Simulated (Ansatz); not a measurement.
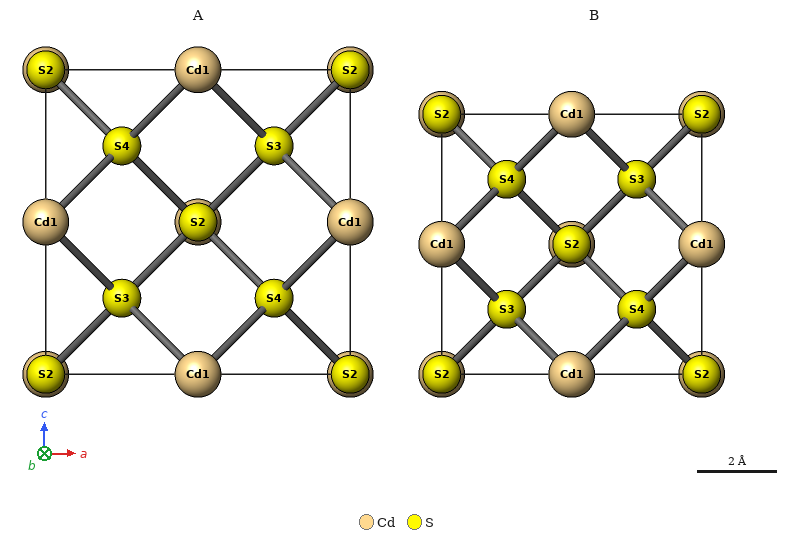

Two geometries of crystalline CdS3 (a generated structure, set up in Fm-3m) (coarse preliminary run), drawn at one scale. One is the start of a relaxation, the other its converged end. The picture is a ball-and-stick view of the conventional cell (4 times the calculation's cell), seen along the b axis. Lengths and directions refer to the drawn axes.

All numbers below come from Ansatz 0.2.0, DFT PBE, scalar-relativistic, plane waves, PAW. Set-up: plane-wave cutoff 420 eV; k-point mesh 4 × 4 × 4; occupations gaussian; smearing width 0.1 eV; no spin polarisation; cell and atoms relaxed; force threshold 0.04 eV/Å; at most 70 steps.

Which of the two is the end point?

Answer. Structure B is the relaxed one. After 3 accepted moves (4 points after the start) the energy has fallen by 562 meV per atom. All forces vanish by symmetry, so only the cell relaxes. The pressure goes from −10.40 to 0.04 GPa. The SCF was repeated once at an unchanged geometry on a basis and grid sized afresh for the cell, which shifted the energy by 0.7 meV per atom at most. The atoms keep their places relative to the cell (all moves are under 0.005 Å). Cell: a = b = c 7.727 → 6.597 Å (−14.6 %). Volume −37.8 %. Near-neighbour distances that change, for instance: Cd1–S3 3.346 → 2.857 Å, S2–S3 3.346 → 2.857 Å. The space group stays Fm-3m (No. 225).
